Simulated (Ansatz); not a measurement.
The calculation's input:

```
crystal:
  lattice:
    - [2.7369706002, 0.0, 0.0]
    - [-1.3684853001, 2.3702860692, 0.0]
    - [0.0, 0.0, 26.1736356858]
  atoms:
    - { symbol: Ir, position: [0.6666666667, 0.3333333333, 0.286547887] }
    - { symbol: Ir, position: [0.3333333333, 0.6666666667, 0.3719287322] }
    - { symbol: Ir, position: [0.0, 0.0, 0.4573095774] }
    - { symbol: Ir, position: [0.6666666667, 0.3333333333, 0.5426904226] }
    - { symbol: Ir, position: [0.3333333333, 0.6666666667, 0.6280712678] }
    - { symbol: Ir, position: [0.0, 0.0, 0.713452113] }
basis:
  ecutwfc: 420
kpoints:
  mp_grid: { grid: [15, 15, 1] }
hamiltonian:
  xc: pbe
scf:
  occupations: { method: gaussian, width: 0.1 }
output:
  forces: true
  stress: true
  eigenvalues: true
  write_density: true
  write_potential: true
  elf: true
  volumetric_format: npy
efield:
  axis: 3
  dipole_correction: true
```

Command:

```sh
ansatz run input.yaml --threads 1 --pin off --max-ram 2560MiB --backend cpu --events-out ev --progress --plain --runs-dir out
```

Not relaxed (largest force 0.5 eV/Å); computed without spin polarisation.

Theory: Ansatz, DFT PBE, scalar-relativistic, plane waves, PAW.

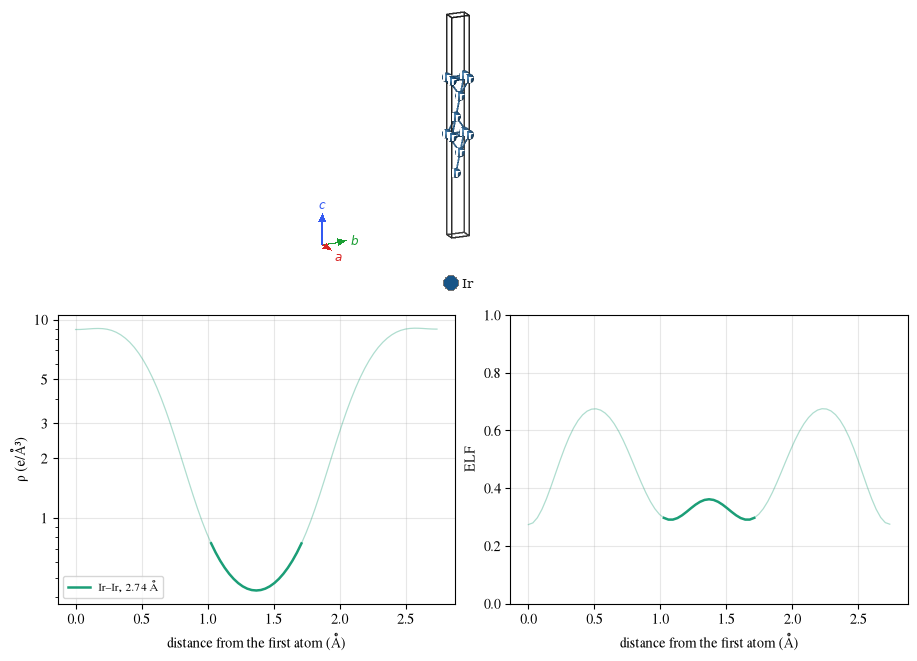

Ir (slab). Valence charge density (pseudo) and ELF along straight lines between neighbouring atoms. Thin, pale parts lie inside the atomic spheres. The structure is drawn too.

In a PAW calculation such maps are meaningful between the atoms, not at the nuclei.

What can be read from the curves?

Ir–Ir (2.74 Å): the density is about 0.43 e/Å³ at the midpoint; the ELF is about 0.35 at the midpoint.
